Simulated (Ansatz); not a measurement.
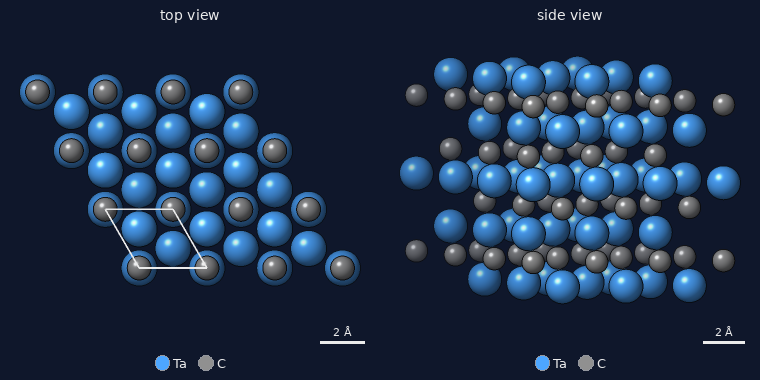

TaC(111) (Fm-3m bulk, 9 atomic planes (those closer than 0.6 Å count as one), 10 Å, Ta-terminated, slab composition Ta5C4), seen from above and from the side.

Level of theory: DFT LDA, scalar-relativistic, plane waves, PAW in Ansatz 0.2.0. Cutoff 420 eV, 21 × 21 k-points, Gaussian smearing 0.1 eV, dipole correction. The slab is a cut without reconstruction beyond its cell, at the source's lattice constants, with its lower half held fixed and the rest relaxed. No spin polarisation; a magnetic state wasn't tried and may lie lower. Spin–orbit coupling is left out; with Ta it can shift levels and gaps. The run couldn't confirm all of its levels under its output density. The run warns that the functional's potential is rough in the thin density of the vacuum, where the tip is; weak contrasts and barriers may feel it. On this mesh the free atoms still feel up to 0.08 eV/Å.

Tersoff–Hamann simulation (s-wave tip); biases are sample biases. Bias windows are sharp sums over the levels of the k mesh.

```xyz
9
Lattice="3.1495 0.0000 0.0000 -1.5747 2.7275 0.0000 0.0000 0.0000 30.2861" Properties=species:S:1:pos:R:3 pbc="T T T"
Ta    1.5747    0.9092   10.0000
C     0.0000    0.0000   11.2858
Ta    0.0000    1.8183   12.5715
C     1.5747    0.9092   13.8573
Ta    0.0000    0.0000   15.1271
C     0.0000    1.8183   16.3843
Ta    1.5747    0.9092   17.6646
C     0.0000    0.0000   18.9813
Ta    0.0000    1.8183   20.0529
```

Question: Predict the constant-current image at a set point of 2.9 × 10⁻⁶ e/Å³ at −0.25 V.

Answer: The brightest spots lie over the sites above the Ta atoms 2.4 Å below the top plane; the darkest points are over the top Ta atoms. The corrugation is 3 pm at a mean tip height of 5.0 Å. So weak a contrast (3 pm) depends on the k-mesh and on the tip.

Question: Describe the constant-current image at a set point of 2.5 × 10⁻⁴ e/Å³ at a sample bias of +1.50 V.

Answer: The brightest spots lie over the top Ta atoms; the darkest points are over the C atoms 1.1 Å below the top plane. The corrugation is 6 pm at a mean tip height of 4.0 Å. So weak a contrast (6 pm) depends on the k-mesh and on the tip.

The computed images, with the atoms seen from above drawn over one corner (deeper ones smaller):

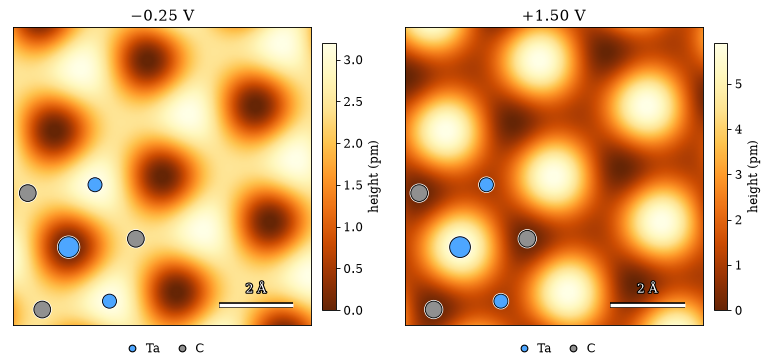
